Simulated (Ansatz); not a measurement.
## Geometry relaxation of W

The run: geometry relaxation of W (Im-3m, 1 atom in the cell). Method and program: DFT PBE, scalar-relativistic, plane waves, PAW, no spin polarisation (Ansatz 0.2.0).

The structure derives from an entry of the Crystallography Open Database.

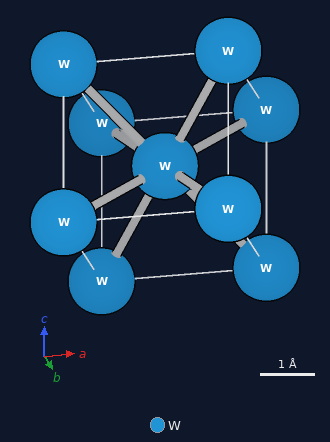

**Figure 1.** The starting structure (ball-and-stick view of the cell 2 times as large as that of the calculation, set on its symmetry axes, seen at an oblique angle). An atom can appear more than once, as a periodic image. Near neighbours in the periodic cell (some may lie outside the picture): W has 8 W at 2.74 Å.

Input file
```yaml
crystal:
  lattice:
    - [-1.582345, 1.582345, 1.582345]
    - [1.582345, -1.582345, 1.582345]
    - [1.582345, 1.582345, -1.582345]
  atoms:
    - { symbol: W, position: [0.0, 0.0, 0.0] }
basis:
  ecutwfc: 420
kpoints:
  mp_grid: { grid: [18, 18, 18] }
hamiltonian:
  xc: pbe
scf:
  occupations: { method: gaussian, width: 0.1 }
output:
  forces: true
  stress: true
  eigenvalues: true
  write_density: true
  write_potential: true
  elf: true
  volumetric_format: npy
relax:
  adjacent_minimum: "off"
  f_tol: 0.005
  max_steps: 80
  cell: { stress_tol: 0.05 }
```

Machine: 1 thread of Arm Neoverse V2, 24 GiB of memory available, shared host.

Command:
```bash
ansatz run input.yaml --threads 1 --pin off --max-ram 2560MiB --backend cpu --events-out ev --progress --plain --runs-dir out
```

The program's output
```
Engine: ansatz 0.2.0, aarch64-unknown-linux-gnu
Pseudopotentials: kind: paw
Pseudopotential: W, paw, valence charge 14, recommended cutoff 420 eV (normal), W.paw.azcp
Functional definition: PBE
  parameter kappa = 0.804
  parameter beta = 0.06672455060314922
  exchange = pbe_x(kappa = kappa, mu = beta*pi^2/3)
  correlation = pbe_c(beta = beta)
Crystal: 1 atoms, lattice volume = 15.848 Å³
Basis set: ecut = 420 eV, 321 PW (Γ), exchange–correlation on 40×40×40 points (8 copies of the dense FFT grid, shifted against one another)
Bands: 11, of which v1, the nominal top of the filled ones, is band 7 counted from 1 (6 counted from 0)
Symmetry: 48 space group operations
Space group: Im-3m (ITA 229), of the structure as read, at distance tolerance 2.5e-5 Å
k-points: 195 of 5832
Non-local potential: W, projectors of the file, l = 0: 3, l = 1: 2, l = 2: 2, l = 3: 1
PAW form: soft (Blöchl's): semilocal exchange-correlation on the pseudo side does not see the compensation charge
PAW one-centre angular grid: W, 590 points (default); XC on 64 Gauss nodes
Initial density: superposition of atomic densities (neutral atoms: chi_scale 0, normalization atom), corrected by the library's trained network
Initial wavefunctions: pseudopotential atomic-orbital guess
Functional: x = pbe(κ = 0.804, μ = 0.2195149727645171), c = pbe(β = 0.06672455060314922)
SCF iter   1: F=—  HF=-10384.814981 eV  |F-HF|=—  |Δ(HF+E_count)|=         —  Δρ=1.63e-3  dr2=1.50e-4  ethr=1.77e-3  ⟨swp⟩=5.0  Hψ=11286  notcnv=0
preconditioner: auto → none  [metal: Δε(μ)=0.019 eV  Ē_g=9.062 eV  σ=0.100 eV  W_gap=0.10  n_scr=0 (ndim 8)  ℏωp=22.8 eV  f_vac=0.000  D(μ)=0.69/eV (n_scr^D=0)]
SCF iter   2: F=—  HF=-10384.814731 eV  |F-HF|=—  |Δ(HF+E_count)|=   2.49e-4  Δρ=8.10e-4  dr2=2.88e-5  ethr=1.07e-6  ⟨swp⟩=2.5  Hψ=4955  notcnv=0
SCF iter   3: F=—  HF=-10384.814760 eV  |F-HF|=—  |Δ(HF+E_count)|=   2.91e-5  Δρ=1.40e-4  dr2=2.13e-6  ethr=2.06e-7  ⟨swp⟩=2.0  Hψ=3295  notcnv=0
SCF iter   4: F=—  HF=-10384.814760 eV  |F-HF|=—  |Δ(HF+E_count)|=   8.88e-8  Δρ=1.13e-4  dr2=1.56e-6  ethr=1.52e-8  ⟨swp⟩=2.0  Hψ=3506  notcnv=0
SCF iter   5: F=—  HF=-10384.814760 eV  |F-HF|=—  |Δ(HF+E_count)|=   5.50e-7  Δρ=5.52e-5  dr2=3.68e-7  ethr=1.11e-8  ⟨swp⟩=2.0  Hψ=3154  notcnv=0
SCF iter   6: F=-10384.814760 eV  HF=-10384.814760 eV  |F-HF|=1.85e-8  |Δ(HF+E_count)|=   1.59e-7  Δρ=1.36e-5  dr2=2.26e-8  ethr=7.14e-10  ⟨swp⟩=9.1  Hψ=13847  notcnv=0
SCF 1 converged in 6 iterations: F = -10384.814760 eV  dr2 = 2.26e-8
  greatest PAW one-centre occupation: 1.000 electrons in one spin orbital (limit 2), on the W atom at site 0 (counted from 0), in its partial waves of l = 0
relax step   1: F+E_penalty+E_count = -10384.81475969 eV  Δ(F+E_penalty+E_count) = +0.000e0 eV  max|allowed force component| = 0.000e0 eV/Å  Δτ_max = 0.0000 Å  P = +5.660 GPa  Ω = 15.848 Å³  (6 SCF iters, dr2 threshold 1.00e-7 eV, accepted)
Crystal: 1 atoms, lattice volume = 16.929 Å³
Initial density: handed on by an earlier stage of this run
Initial wavefunctions: those handed on with the density
iter 1 solved again at ethr=1.70e-6 eV; its pass at ethr=3.10e-3 eV (dr2=2.37e-4 eV) is discarded
SCF iter   1: F=—  HF=-10384.784737 eV  |F-HF|=—  |Δ(HF+E_count)|=         —  Δρ=2.29e-3  dr2=2.26e-4  ethr=1.70e-6  ⟨swp⟩=2.1  Hψ=16095  notcnv=0
preconditioner: auto → none  [metal: Δε(μ)=0.024 eV  Ē_g=8.451 eV  σ=0.100 eV  W_gap=0.13  n_scr=0 (ndim 8)  ℏωp=22.1 eV  f_vac=0.000  D(μ)=0.79/eV (n_scr^D=12)]
SCF iter   2: F=—  HF=-10384.784893 eV  |F-HF|=—  |Δ(HF+E_count)|=   1.56e-4  Δρ=1.17e-3  dr2=5.74e-5  ethr=1.61e-6  ⟨swp⟩=1.0  Hψ=2187  notcnv=0
SCF iter   3: F=—  HF=-10384.784955 eV  |F-HF|=—  |Δ(HF+E_count)|=   6.13e-5  Δρ=1.27e-4  dr2=2.07e-6  ethr=4.10e-7  ⟨swp⟩=2.1  Hψ=3386  notcnv=0
SCF iter   4: F=-10384.784954 eV  HF=-10384.784954 eV  |F-HF|=5.50e-9  |Δ(HF+E_count)|=   6.73e-7  Δρ=1.83e-5  dr2=2.09e-8  ethr=7.14e-10  ⟨swp⟩=6.4  Hψ=12397  notcnv=0
SCF 2 converged in 4 iterations: F = -10384.784954 eV  dr2 = 2.09e-8
relax step   2: F+E_penalty+E_count = -10384.78495396 eV  Δ(F+E_penalty+E_count) = +2.981e-2 eV  max|allowed force component| = 0.000e0 eV/Å  Δτ_max = 0.0000 Å  P = -13.203 GPa  Ω = 16.929 Å³  energy of the carried Pulay correction = -5.006e-4 eV  (4 SCF iters, dr2 threshold 1.00e-7 eV, rejected (line search))
Crystal: 1 atoms, lattice volume = 16.157 Å³
iter 1 solved again at ethr=6.82e-7 eV; its pass at ethr=3.10e-3 eV (dr2=9.55e-5 eV) is discarded
SCF iter   1: F=—  HF=-10384.819446 eV  |F-HF|=—  |Δ(HF+E_count)|=         —  Δρ=1.60e-3  dr2=1.02e-4  ethr=6.82e-7  ⟨swp⟩=2.2  Hψ=16023  notcnv=0
preconditioner: auto → none  [metal: Δε(μ)=0.018 eV  Ē_g=8.881 eV  σ=0.100 eV  W_gap=0.10  n_scr=0 (ndim 8)  ℏωp=22.6 eV  f_vac=0.000  D(μ)=0.71/eV (n_scr^D=12)]
SCF iter   2: F=—  HF=-10384.819515 eV  |F-HF|=—  |Δ(HF+E_count)|=   6.98e-5  Δρ=8.13e-4  dr2=2.59e-5  ethr=6.82e-7  ⟨swp⟩=1.0  Hψ=2156  notcnv=0
SCF iter   3: F=—  HF=-10384.819542 eV  |F-HF|=—  |Δ(HF+E_count)|=   2.69e-5  Δρ=7.43e-5  dr2=6.07e-7  ethr=1.85e-7  ⟨swp⟩=2.2  Hψ=2632  notcnv=0
SCF iter   4: F=—  HF=-10384.819541 eV  |F-HF|=—  |Δ(HF+E_count)|=   1.00e-6  Δρ=1.20e-5  dr2=7.14e-9  ethr=4.33e-9  ⟨swp⟩=2.0  Hψ=3215  notcnv=0
SCF iter   5: F=—  HF=-10384.819541 eV  |F-HF|=—  |Δ(HF+E_count)|=   1.04e-9  Δρ=8.56e-7  dr2=1.02e-10  ethr=5.10e-11  ⟨swp⟩=2.4  Hψ=3459  notcnv=0
SCF iter   6: F=-10384.819541 eV  HF=-10384.819541 eV  |F-HF|=9.09e-12  |Δ(HF+E_count)|=  2.36e-11  Δρ=5.96e-8  dr2=3.80e-13  ethr=1.00e-12  ⟨swp⟩=6.0  Hψ=8181  notcnv=0
SCF 3 converged in 6 iterations: F = -10384.819541 eV  dr2 = 3.80e-13
relax step   3: F+E_penalty+E_count = -10384.81954122 eV  Δ(F+E_penalty+E_count) = -4.782e-3 eV  max|allowed force component| = 0.000e0 eV/Å  Δτ_max = 0.0000 Å  P = -0.457 GPa  Ω = 16.157 Å³  energy of the carried Pulay correction = -1.468e-4 eV  (6 SCF iters, accepted)
Crystal: 1 atoms, lattice volume = 16.133 Å³
iter 1 solved again at ethr=2.73e-9 eV; its pass at ethr=3.10e-3 eV (dr2=3.82e-7 eV) is discarded
SCF iter   1: F=—  HF=-10384.819589 eV  |F-HF|=—  |Δ(HF+E_count)|=         —  Δρ=5.40e-5  dr2=1.16e-7  ethr=2.73e-9  ⟨swp⟩=2.2  Hψ=14135  notcnv=0
preconditioner: auto → none  [metal: Δε(μ)=0.019 eV  Ē_g=8.896 eV  σ=0.100 eV  W_gap=0.11  n_scr=0 (ndim 8)  ℏωp=22.6 eV  f_vac=0.000  D(μ)=0.71/eV (n_scr^D=12)]
SCF iter   2: F=-10384.819587 eV  HF=-10384.819587 eV  |F-HF|=3.11e-8  |Δ(HF+E_count)|=   1.31e-6  Δρ=2.73e-5  dr2=2.89e-8  ethr=7.14e-10  ⟨swp⟩=6.2  Hψ=11046  notcnv=0
SCF 4 converged in 2 iterations: F = -10384.819587 eV  dr2 = 2.89e-8
relax step   4: F+E_penalty+E_count = -10384.81958744 eV  Δ(F+E_penalty+E_count) = -4.622e-5 eV  max|allowed force component| = 0.000e0 eV/Å  Δτ_max = 0.0000 Å  P = +0.007 GPa  Ω = 16.133 Å³  energy of the carried Pulay correction = -1.352e-4 eV  (2 SCF iters, dr2 threshold 1.00e-7 eV, accepted)
Initial wavefunctions: pseudopotential atomic-orbital guess (no wavefunctions were taken with the density)
iter 1 solved again at ethr=4.50e-8 eV; its pass at ethr=3.10e-3 eV (dr2=6.30e-6 eV) is discarded
SCF iter   1: F=—  HF=-10384.819724 eV  |F-HF|=—  |Δ(HF+E_count)|=         —  Δρ=6.87e-5  dr2=1.10e-7  ethr=4.50e-8  ⟨swp⟩=3.0  Hψ=17360  notcnv=0
SCF iter   2: F=—  HF=-10384.819721 eV  |F-HF|=—  |Δ(HF+E_count)|=   2.40e-6  Δρ=3.49e-5  dr2=2.85e-8  ethr=7.88e-10  ⟨swp⟩=1.3  Hψ=2338  notcnv=0
SCF iter   3: F=—  HF=-10384.819721 eV  |F-HF|=—  |Δ(HF+E_count)|=   1.95e-8  Δρ=1.16e-6  dr2=1.74e-10  ethr=2.03e-10  ⟨swp⟩=2.0  Hψ=3254  notcnv=0
SCF iter   4: F=-10384.819721 eV  HF=-10384.819721 eV  |F-HF|=7.28e-12  |Δ(HF+E_count)|=  6.00e-11  Δρ=3.56e-7  dr2=7.13e-12  ethr=1.00e-12  ⟨swp⟩=6.5  Hψ=9396  notcnv=0
SCF 5 converged in 4 iterations: F = -10384.819721 eV  dr2 = 7.13e-12
relax step   5: F+E_penalty+E_count = -10384.81972137 eV  Δ(F+E_penalty+E_count) = -1.339e-4 eV  max|allowed force component| = 0.000e0 eV/Å  Δτ_max = 0.0000 Å  P = +0.004 GPa  Ω = 16.133 Å³  stress off target by 4.42e-3 GPa  SCF on the basis re-selected at this cell (its energy is not comparable with the rows above)  (4 SCF iters)
```

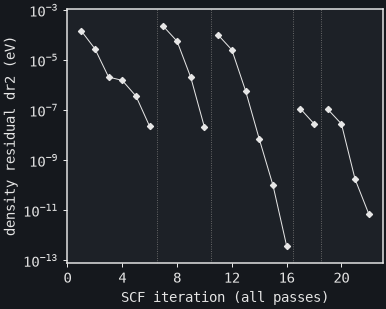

**Figure 2.** Convergence of the self-consistent field: density residual dr2 against the SCF iteration. The dotted lines part the SCF passes of the relaxation: geometry steps, rejected trials and re-solves on a re-selected basis. The 5 passes take 2 to 6 iterations each, 22 in all.

```
basis re-selected at this cell: Δ(F+E_penalty+E_count) = -1.339e-4 eV, ΔP = -0.002 GPa vs the last step (what re-selecting the basis moved, of the pressure what is left beyond the Pulay correction that the steps carried, after the strain that the cell walked since its last selection, with what the two solves' SCF thresholds leave and, on support functions, any second-order correction that the steps lacked; it is no measure of the basis error at this ecutwfc). This SCF's stress stands 4.42e-3 GPa from its target on what of the cell is left free (relax.cell.stress_tol is 5.00e-2 GPa) and its largest allowed force component is 0.00e0 eV/Å (relax.f_tol is 5.00e-3 eV/Å): within both
SCF converged after 4 iterations
Free energy (F): -10384.819721 eV
Harris-Foulkes:  -10384.819721 eV  (|F-HF|=7.28e-12)
Internal energy: -10384.816174 eV  (E = F + TS)
E sigma→0 (E₀):  -10384.817948 eV
Entropy (-TS):   -0.003548 eV (-3.548 meV/atom)
Fermi energy:    22.175987 eV
--- Per-component energies (eV) ---
  E_band       = -87.384699
  E_kinetic    = 449.518849
  E_local      = -610.814838  (includes V_loc(G=0)·N_el)
  E_nonlocal   = 0.289002
  E_hartree    = 218.568773
  E_xc         = -266.832535
  E_vxc        = -238.646968  (∫ρ·V_xc dr)
  E_paw        = -8562.393025  (= ΣΔE_a)
  E_vpaw       = -124.868183  (= ΣTr[D̂ρ^β])
  E_aug_tail   = -0.000063  (compensation charges beyond the density's cutoff)
  E_ewald      = -1613.152336
  E_smearing   = -0.003548  (= −TS)
  E_closure    = 0.000000  (closes the sum)
  Σ components = -10384.819721   (vs F -10384.819721, Δ=0.00e0)
--- Forces (eV/Å), atoms counted from 1 ---
  atom   1  W     -0.00000000    -0.00000000    -0.00000000
  max |Σ_I F_I| component: 2.00e-32 eV/Å
--- Stress (GPa, compression-positive) ---
        0.004421       0.000000      -0.000000
        0.000000       0.004421      -0.000000
        0.000000       0.000000       0.004421
  P = ⅓ Tr σ = 0.0044 GPa (0.044 kbar)
--- Band table (eV; the first three rows and the last of 195) ---
  k-point 0: bands = ["-51.9471", "-15.5730", "-15.5730", "-15.5730", "12.6441", "20.9698", "20.9698", "20.9698", "24.3886", "24.3886", "36.6467"]
  k-point 1: bands = ["-51.9433", "-15.6127", "-15.5855", "-15.5732", "12.7910", "20.8810", "20.9508", "21.1115", "24.2457", "24.3901", "36.7708"]
  k-point 2: bands = ["-51.9326", "-15.7259", "-15.6211", "-15.5737", "13.2156", "20.6354", "20.8669", "21.5318", "23.9385", "24.4015", "37.0808"]
  k-point 194: bands = ["-51.7290", "-16.4289", "-16.4289", "-16.4289", "16.4789", "16.4789", "27.2134", "27.2134", "27.2134", "30.2824", "30.2824"]
--- Relaxed structure (4 steps of the walk, 3 accepted, 1 SCFs on fresh bases) ---
  F+E_penalty+E_count = -10384.81972137 eV   max|allowed force component| = 0.000e0 eV/Å   (the final SCF, on the basis selected at the relaxed cell)
  cell:  # Å, volume = 16.1327 Å³
    - [-1.5917776925411267, 1.5917776925411267, 1.5917776925411267]
    - [1.5917776925411267, -1.5917776925411267, 1.5917776925411267]
    - [1.5917776925411267, 1.5917776925411267, -1.5917776925411267]
  atoms:
    - { symbol: W, position: [0.0, 0.0, 0.0] }
```

Trajectory as extended XYZ (Å, eV, eV/Å), 5 frames, from step=1 to step=5
```
1
Lattice="-1.5823 1.5823 1.5823 1.5823 -1.5823 1.5823 1.5823 1.5823 -1.5823" Properties=species:S:1:pos:R:3:forces:R:3 step=1 energy=-10384.81476 pressure_GPa=5.66
W     0.0000    0.0000    0.0000    0.0000   0.0000   0.0000
1
Lattice="-1.6176 1.6176 1.6176 1.6176 -1.6176 1.6176 1.6176 1.6176 -1.6176" Properties=species:S:1:pos:R:3:forces:R:3 step=2 energy=-10384.78495 pressure_GPa=-13.20 accepted=F
W     0.0000    0.0000    0.0000    0.0000   0.0000   0.0000
1
Lattice="-1.5926 1.5926 1.5926 1.5926 -1.5926 1.5926 1.5926 1.5926 -1.5926" Properties=species:S:1:pos:R:3:forces:R:3 step=3 energy=-10384.81954 pressure_GPa=-0.46
W     0.0000    0.0000    0.0000    0.0000   0.0000   0.0000
1
Lattice="-1.5918 1.5918 1.5918 1.5918 -1.5918 1.5918 1.5918 1.5918 -1.5918" Properties=species:S:1:pos:R:3:forces:R:3 step=4 energy=-10384.81959 pressure_GPa=0.01
W     0.0000    0.0000    0.0000    0.0000   0.0000   0.0000
1
Lattice="-1.5918 1.5918 1.5918 1.5918 -1.5918 1.5918 1.5918 1.5918 -1.5918" Properties=species:S:1:pos:R:3:forces:R:3 step=5 energy=-10384.81972 pressure_GPa=0.00
W     0.0000    0.0000    0.0000    0.0000   0.0000   0.0000
```

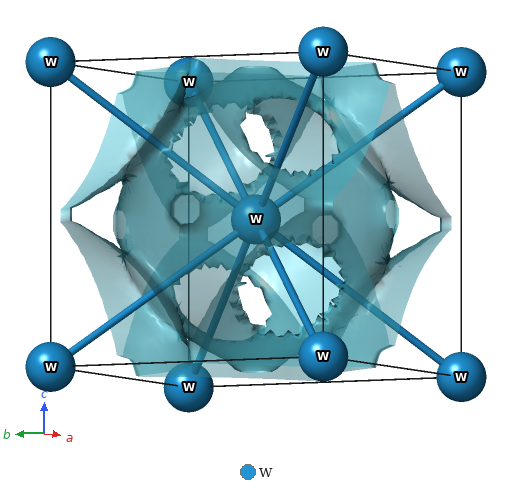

**Figure 3.** Isosurface of the ELF at 0.4 (cyan), seen at an oblique angle. Core shells and regions of very low density are left out. Sticks mark near contacts. The outline is the cell set on symmetry axes. Profiles from the grid: W–W (2.76 Å): the ELF is about 0.40 at the midpoint, as expected for nearly free electrons, as in a simple metal. Core electrons are frozen (PAW), so the fields are smoothed inside the atomic spheres.

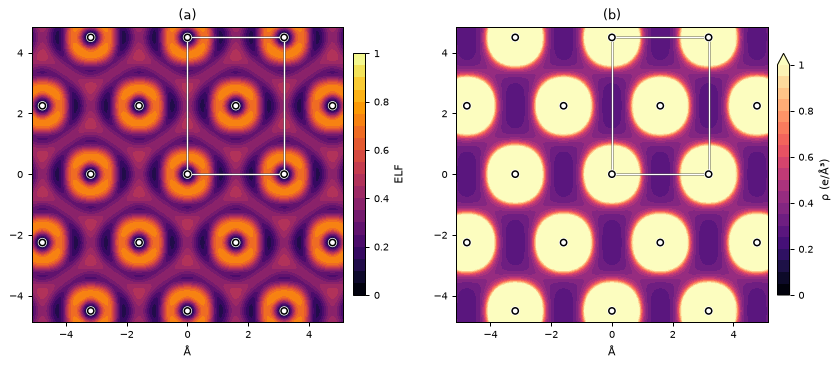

**Figure 4.** (a) electron localisation function; (b) valence electron density on the (011) plane of the conventional cell. Circles mark the nuclei in the plane (W). The section cuts through W sites. W–W (2.76 Å): ρ at the midpoint is about 0.41 e/Å³; the ELF is about 0.40 at the midpoint, which marks nearly free electrons, as in a simple metal. Away from the nuclei the density in this plane falls to 0.26 e/Å³ at its lowest. The strong features right at W lie inside the PAW spheres (semicore, d or f shells) and say nothing about bonding.

Key numbers

| quantity | value |
| --- | --- |
| outcome | converged |
| space group (tolerance 0.01 Å) | Im-3m (229) |
| electrons treated | 14 |
| free energy | −10384.8197 eV |
| Fermi energy | 22.176 eV |
| gap on the k-point mesh | none (metallic) |
| pressure | 0.00 GPa |
| final volume | 16.13 Å³ |
| largest force (length of the vector) at the end | under 0.001 eV/Å |
| final cell | a = 2.757 Å, b = 2.757 Å, c = 2.757 Å, α = 109.47°, β = 109.47°, γ = 109.47° |
| wall time | 8.8 s |
| peak memory | 0.29 GiB |

Spin–orbit coupling is left out, which matters for W.
